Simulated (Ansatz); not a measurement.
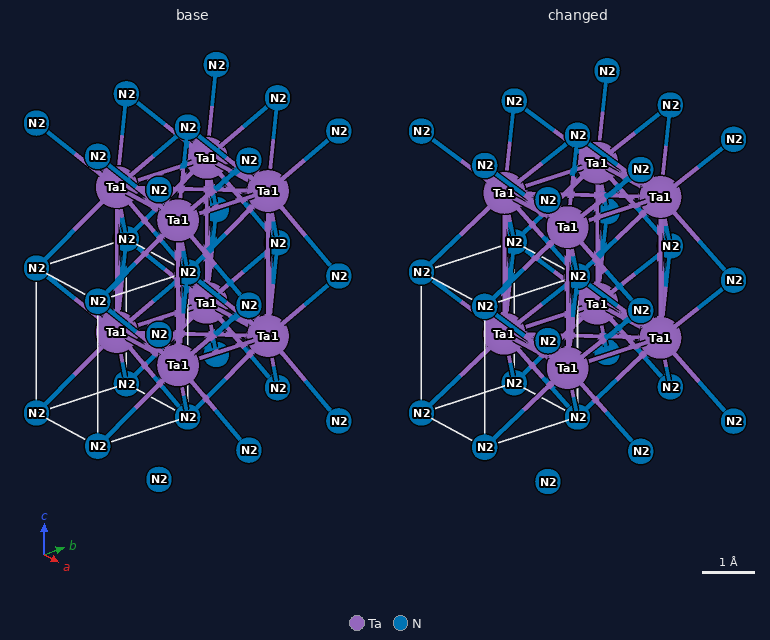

Left: a symmetric starting cell of TaN. Right: the same structure after one change, at the same scale. Style: ball-and-stick. Shown: the cell of the calculation, repeated 2 × 2 × 2 with one cell outlined, slightly off an axis.

All numbers below come from Ansatz 0.2.0, DFT PBE, scalar-relativistic, plane waves, PAW. (plane-wave cutoff 420 eV; k-point mesh 18 × 18 × 14; occupations gaussian; smearing width 0.1 eV; no spin polarisation)

What distinguishes the right structure from the left one?

The cell is strained by −2.8 % along c and +3.2 % across it (volume +3.6 %), the atoms keeping their fractional coordinates. No relaxation follows. The starting cell wasn't computed here and needn't be at equilibrium, so pressure and forces aren't due to the change alone.

What does the change do?

The pressure is −4.7 GPa (not all of it need come from the change, since the unchanged cell can be under pressure at this level too). The principal stresses (compression positive) are 19.6 GPa along c and −16.9 GPa across it. All forces vanish by symmetry. Some distances before and after: Ta–Ta 2.938 → 3.033 Å, Ta–Ta 2.883 → 2.803 Å, N–Ta 2.226 → 2.243 Å. The space group stays P-6m2 (No. 187).
